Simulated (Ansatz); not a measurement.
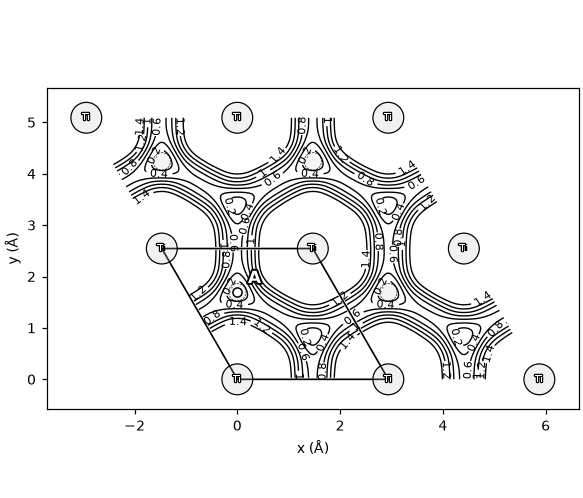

C on a Ti(001) slab cut from the P6_3/mmc phase, its upper half relaxed before the scan (4 atoms of substrate and one adsorbate in a 1 × 1 cell). C is moved over the surface cell; relaxed at each place: the height of the adsorbate's atoms; substrate rigid; the origin of the map has the adsorbate above Ti4. Places are given modulo a cell vector. The map is drawn in real space over the plane of the surface. Grid: 6 × 6 points; 10 points were computed and 26 follow by symmetry. Energies are in eV, from the lowest grid point. With one adsorbate in each 1 × 1 cell, its nearest image is 2.9 Å away, so neighbouring adsorbates interact. Theory: DFT PBE, scalar-relativistic, plane waves, PAW in Ansatz 0.2.0. Settings: cutoff 420 eV, k-mesh 9×9×1, gaussian smearing 0.1 eV, no spin polarisation.

The picture shows contour lines labelled in eV (none above 1.4), labelled circles for the atoms of the top layer and small ones for the second layer, the outline of one cell of the 2 × 2 shown, the point A. Between grid points the surface is interpolated.

> What is the easiest way out of the well at A, and how high is the barrier?

The easiest path leads from the well at a threefold hollow over a second-layer Ti atom, (2/6, 4/6) of the cell vectors to the well at a threefold hollow, (4/6, 2/6) of the cell vectors, about 0.069 eV higher. Its highest point lies about 0.55 eV above the bottom of the first well on the interpolated surface, at about (0.48, 0.97) of the cell vectors. Seen from the upper well the barrier is about 0.48 eV. This is the barrier on the constrained surface; relaxing the other coordinates would change it.

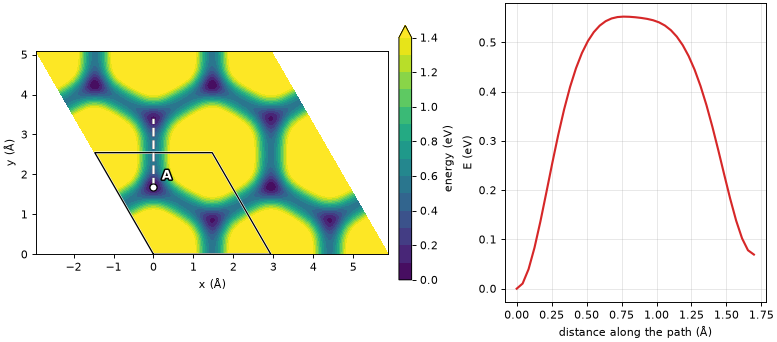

The picture shows filled contours, a line along the lowest path, the outline of one cell of the 2 × 2 shown, one colour for all values above the top of the scale, the energy along the path at the right. Between grid points the surface is interpolated.
